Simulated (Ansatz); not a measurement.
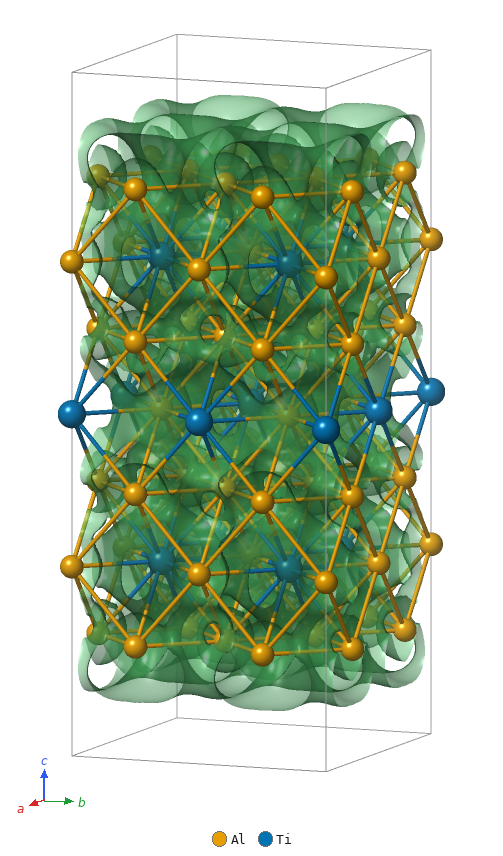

Figure 1: Ti3Al11 (slab). Isosurface of the electron localisation function at 0.55 (green), seen slightly off an axis. Only the valence region is drawn (cores and ρ < 0.01 e/Å³ removed). Sticks mark near contacts.

Not relaxed (largest force 0.6 eV/Å); computed without spin polarisation.

These are results of Ansatz 0.2.0, DFT PBE, scalar-relativistic, plane waves, PAW, not measurements.

Core electrons are frozen (PAW), and the valence fields are smoothed inside the atomic spheres.

Q: What do the ELF domains correspond to?

A: The surface consists of sheets that run through the cell in two directions, counted in one cell of 14 atoms. Counts are for one cell; the picture repeats the cell along the surface. Profiles from the grid: Al–Al (2.72 Å): the ELF peaks at about 0.80 between the atoms. Ti–Al (2.72 Å): the ELF is about 0.35 at the midpoint.

Q: Does the calculation make it a metal, or give it a gap?

A: It is gapless in this calculation (a metal or semimetal).
